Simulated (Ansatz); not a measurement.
System: F (space group Fd-3m).

Calculation (Ansatz 0.2.0 development build): equation of state of a cubic crystal from periodic Kohn-Sham density functional theory without spin, third-order Birch-Murnaghan fit to the free energies; pressure corrected for the finite basis.

structure type diamond; atoms in cell 2; space group number 227; lattice centring face-centred primitive; occupation method Fermi–Dirac; datasets soft-1 PAW; density tolerance 1e−07 eV; bands 11; density cutoff ratio 4; search for lower states default.

Settings that differ: r2SCAN: wave cutoff 500 eV, k mesh 12×12×12, occupation width 0.1 eV; PBE: wave cutoff 420 eV, k mesh 38×38×38, occupation width 0.0612 eV.

Predict the pressure against volume, with one curve for each functional. The cases: r2SCAN; PBE.

The fitted equilibrium volumes, smallest first, are r2SCAN 13.78, PBE 14.51 Å³/atom. The fitted bulk moduli, smallest first, are PBE 38.2, r2SCAN 45.7 GPa. For r2SCAN, the pressure falls from 1.585 GPa at volume 13.34 Å³/atom to −3.241 GPa at 15.08 Å³/atom, and changes sign near 13.77 Å³/atom. For PBE, the pressure falls from 2.833 GPa at volume 13.63 Å³/atom to −1.885 GPa at 15.37 Å³/atom, and changes sign near 14.51 Å³/atom.

r2SCAN:
```
volume (Å³/atom)  pressure (GPa)
           13.34           1.585
           13.78          -0.010
           14.21          -1.309
           14.65          -2.374
           15.08          -3.241
```

PBE:
```
volume (Å³/atom)  pressure (GPa)
           13.63           2.833
           13.92           1.778
           14.21           0.850
           14.50           0.030
           14.79          -0.690
           15.08          -1.327
           15.37          -1.885
```

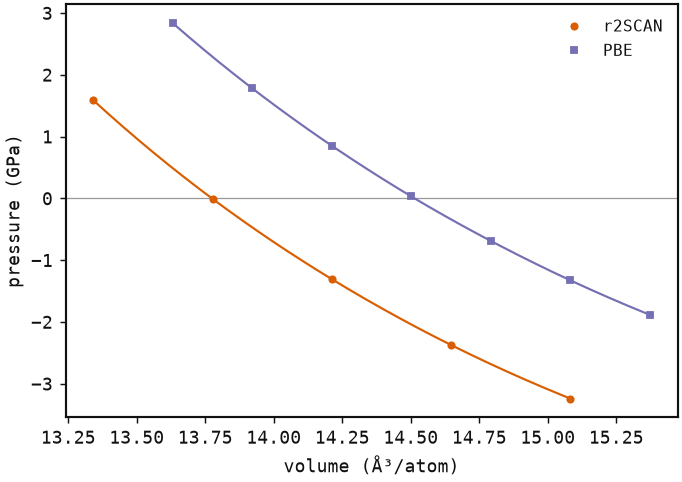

Limits of the calculation: cubic model structure, not the ambient form; no spin polarisation, a magnetic state may lie lower.
